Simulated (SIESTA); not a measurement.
## A series of single points on Al2O3

System: Al2O3 (5 atoms in the cell).
Method: Kohn-Sham DFT of a periodic cell, PBEsol, PseudoDojo 0.4 standard, converted to PSML, no spin polarisation (SIESTA 5.4.2).

The 7 runs differ only in the geometry, by an even scaling of the cell at fixed fractional positions. The structure derives from a Materials Project entry.

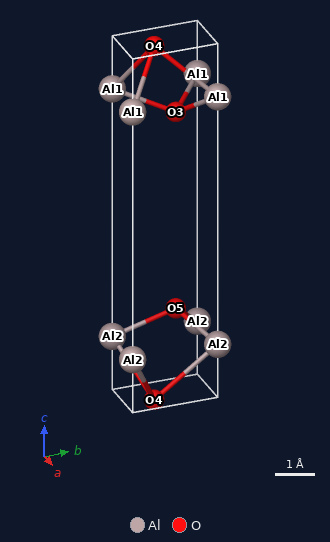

Figure 1. The structure of run 4 (ball-and-stick view of the cell of the calculation, seen slightly off an axis; atoms are numbered from 1 in the order of the input). An atom can appear more than once, as a periodic image.

### Input of run 4
```
SystemName                      Al2O3
SystemLabel                     Al2O3
NumberOfSpecies                 2
NumberOfAtoms                   5
%block ChemicalSpeciesLabel
  1  13 Al
  2   8 O
%endblock ChemicalSpeciesLabel

LatticeConstant                 1.0 Ang
%block LatticeVectors
     2.8843249483     0.0000000000     0.0000000000
    -1.4421624742     2.4978986780     0.0000000000
     0.0000000000     0.0000000000     9.3367544600
%endblock LatticeVectors
AtomicCoordinatesFormat         Fractional
%block AtomicCoordinatesAndAtomicSpecies
     0.0000000000     0.0000000000     0.8500076700  1  Al
     0.0000000000     0.0000000000     0.1499923300  1  Al
     0.3333333333     0.6666666667     0.7776830800  2  O
     0.6666666667     0.3333333333     0.0000000000  2  O
     0.3333333333     0.6666666667     0.2223169200  2  O
%endblock AtomicCoordinatesAndAtomicSpecies

%block kgrid.MonkhorstPack
    8   0   0  0.0
    0   8   0  0.0
    0   0   2  0.0
%endblock kgrid.MonkhorstPack
XC.Functional                   GGA
XC.Authors                      PBEsol
PAO.BasisSize                   DZP
PAO.EnergyShift                 0.003 Ry
Mesh.Cutoff                     800 Ry
OccupationFunction              FD
ElectronicTemperature           0.05 eV
MaxSCFIterations                120
SCF.MustConverge                false
SCF.Mixer.Method                Pulay
SCF.Mixer.Weight                0.25
SCF.Mixer.History               8
SCF.DM.Tolerance                5.0e-05
SCF.H.Tolerance                 1.0e-03 eV
WriteForces                     true
Charge.Mulliken                 end
```

Command:
```bash
siesta Al2O3.fdf > Al2O3.out 2>&1
```

Lattice vectors (Å) and fractional positions of run 4:
```
   2.884325    0.000000    0.000000
  -1.442162    2.497899    0.000000
   0.000000    0.000000    9.336754
Al  0.000000  0.000000  0.850008
Al  0.000000  0.000000  0.149992
O   0.333333  0.666667  0.777683
O   0.666667  0.333333  0.000000
O   0.333333  0.666667  0.222317
```

Run 3 differs from it as follows:
```diff
-     2.8843249483     0.0000000000     0.0000000000
-    -1.4421624742     2.4978986780     0.0000000000
-     0.0000000000     0.0000000000     9.3367544600
+     2.8649664795     0.0000000000     0.0000000000
+    -1.4324832398     2.4811337522     0.0000000000
+     0.0000000000     0.0000000000     9.2740897903
```

### Results, with one run withheld

| run | volume per atom (Å³) | free energy per atom, from the lowest run given (meV) | pressure (GPa) | gap on the mesh (eV) |
| --- | --- | --- | --- | --- |
| 1 | 12.647 | 15.82 | 8.28 | 5.31 |
| 2 | 12.916 | 5.01 | 4.68 | 5.12 |
| 3 | 13.185 | ? | ? | ? |
| 4 | 13.454 | 0.00 | −1.46 | 4.76 |
| 5 | 13.723 | 4.70 | −4.08 | 4.59 |
| 6 | 13.992 | 13.57 | −6.43 | 4.43 |
| 7 | 14.261 | 26.20 | −8.55 | 4.27 |

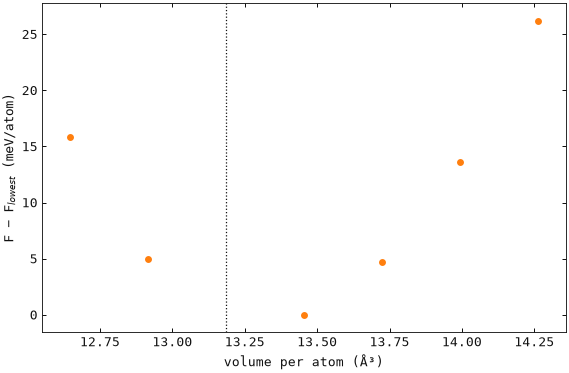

Figure 2. Free energy per atom of the runs given; the dotted line marks run 3.

What should run 3 give?

A cubic polynomial in V^(−2/3) (the Birch–Murnaghan form), fitted to the 6 runs given, misses them by under 0.01 meV per atom. With x = V^(−2/3) − 0.17656 Å⁻², it reads F = 0.24858 − 1233 x + 4.2407e+05 x² + 2.7147e+05 x³ (meV per atom). At run 3 it gives −0.07 meV per atom, and the run itself gives −0.09. The slope of the fit gives a pressure −dF/dV of 1.44 GPa there, and the run prints 1.45 GPa. The fit has its minimum at 13.315 Å³ per atom, where V d²F/dV² gives 144 GPa. Cell shape and fractional positions are held, so this is the stiffness under even scaling; the relaxed bulk modulus wasn't computed and can be far lower in a crystal of layers, chains or molecules like this one. The gap on the mesh goes, without turning, from 5.31 eV in run 1 to 4.27 eV in run 7; run 3 has 4.94 eV. These are gaps of this functional on this mesh, which can miss the band edges; they aren't the measured gap.

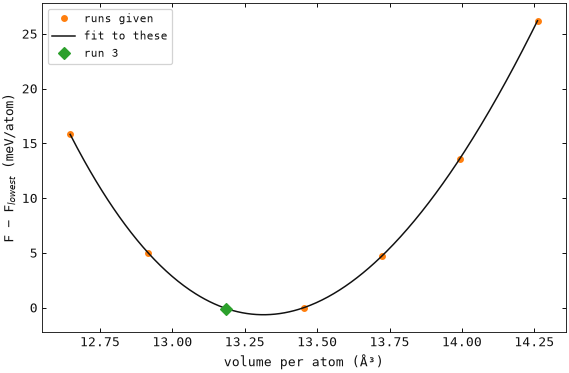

Figure 3. The fit and the withheld run.

### Some lines of the output (run 3)
```
[...]
outcell: Cell volume (Ang**3)        :     65.9236
stepf: Fermi-Dirac step function
siesta: Etot    =     -1473.870624
siesta: FreeEng =     -1473.870624
        iscf     Eharris(eV)        E_KS(eV)     FreeEng(eV)     dDmax    Ef(eV) dHmax(eV)
siesta: E_KS(eV) =            -1478.5940
siesta: E_KS - E_eggbox =     -1478.5940
siesta: Etot    =     -1478.594036
siesta: FreeEng =     -1478.594036
siesta:         Fermi =      -6.399361
siesta: Cell volume =         65.923616 Ang**3
    Orbital volume contribution        =           4.490410 eV
```

Notes: Points of doubt noted for this run: mulliken charges of long orbitals. With a small basis of atomic orbitals these values can differ much from converged plane-wave results.
